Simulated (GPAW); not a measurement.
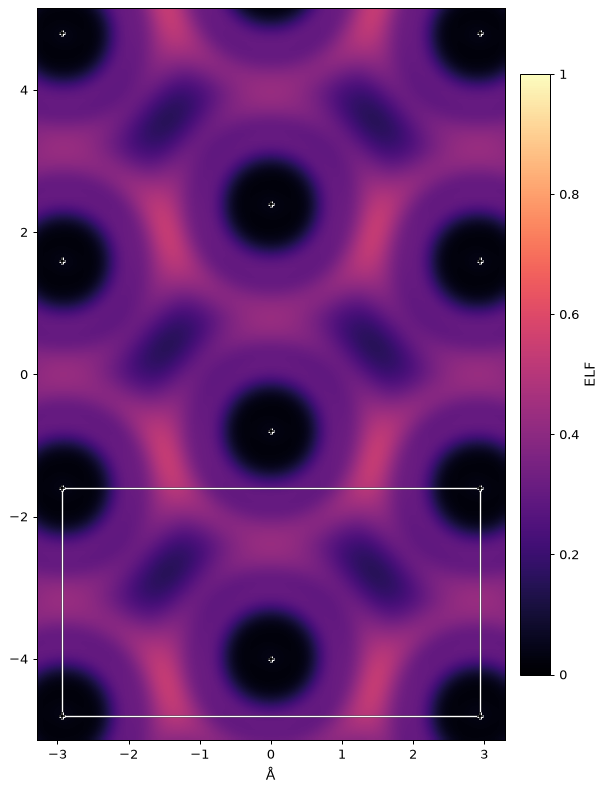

The electron localisation function on a plane through atoms (crosses mark nuclei in the plane).

Level of theory: Kohn-Sham DFT of a periodic cell, PBE, GPAW PAW data sets (gpaw-data 1.2.1) (GPAW).

Candidates:
A. ZnO, a = 3.25 Å, b = 3.25 Å, c = 5.21 Å, α = 90.00°, β = 90.00°, γ = 120.00°. Space group P6₃mc; computed pressure about 4 GPa in this cell.
B. Fe, a = 2.89 Å, b = 2.89 Å, c = 2.89 Å, α = 90.00°, β = 90.00°, γ = 90.00°. Space group Im-3m; computed pressure about −8 GPa in this cell; spin-polarised.
C. Sn, a = 5.88 Å, b = 5.88 Å, c = 3.20 Å, α = 90.00°, β = 90.00°, γ = 90.00°. Space group I4₁/amd; a structure from a database of computed crystals, not necessarily the ambient phase.

> Which system is this?

Candidate C: Sn on the (100) plane of the conventional cell, which holds Sn. Sn–Sn (3.05 Å): the ELF reaches about 0.55 near the midpoint. Sn–Sn (3.20 Å): the ELF is about 0.45 at the midpoint.
